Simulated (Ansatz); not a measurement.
```xyz
4
Lattice="3.2404 0.0000 0.0000 0.0000 3.2404 0.0000 0.0000 0.0000 6.4809" Properties=species:S:1:pos:R:3 pbc="T T T"
W     0.0000    0.0000    0.0000
S     1.6202    1.6202    1.6202
W     0.0000    0.0000    3.2404
S     1.6202    1.6202    4.8607
```

Space group Pm-3m; started from the CsCl (B2) prototype, which need not be the ambient phase; computed pressure about 14 GPa in this cell; Hubbard U of 6.2 eV on W d only; the program warned that a lower state may break the symmetry; spin-polarised.

These are results of DFT PBE+U, scalar-relativistic, plane waves, PAW (Ansatz), not measurements.

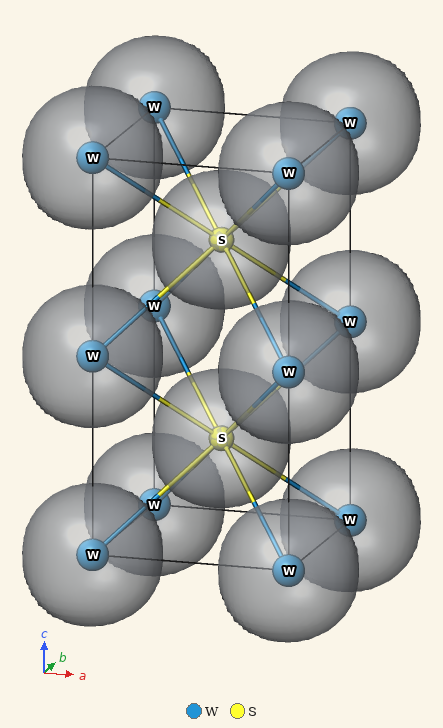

WS. Isosurface of the valence electron density at 0.4 e/Å³ (grey), seen slightly off an axis. Sticks mark near contacts.

Core electrons are frozen (PAW), and the valence fields are smoothed inside the atomic spheres.

> How is the density connected at this value?

At this value the density breaks into separate islands; it holds about 75 % of the electrons treated as valence (semicore included). It bridges none of the near contacts. It is pinched off along the sampled W–S (2.81 Å) contacts. On the grid the lowest density along these lines, outside the cores, is 0.28 e/Å³ (W–S, 2.81 Å).

> How are the moments arranged in this solution?

Antiferromagnetic in this solution, which needn't be the ground state, with some nearest magnetic neighbours parallel and some opposed; site moments W: +2.6 μB and −2.6 μB in one cell of 4 atoms.

> Metal or insulator at this level of theory?

It is metallic or semimetallic at this level of theory: no gap opens; semilocal functionals without U, or without the true magnetic order, often close the gap of such compounds.
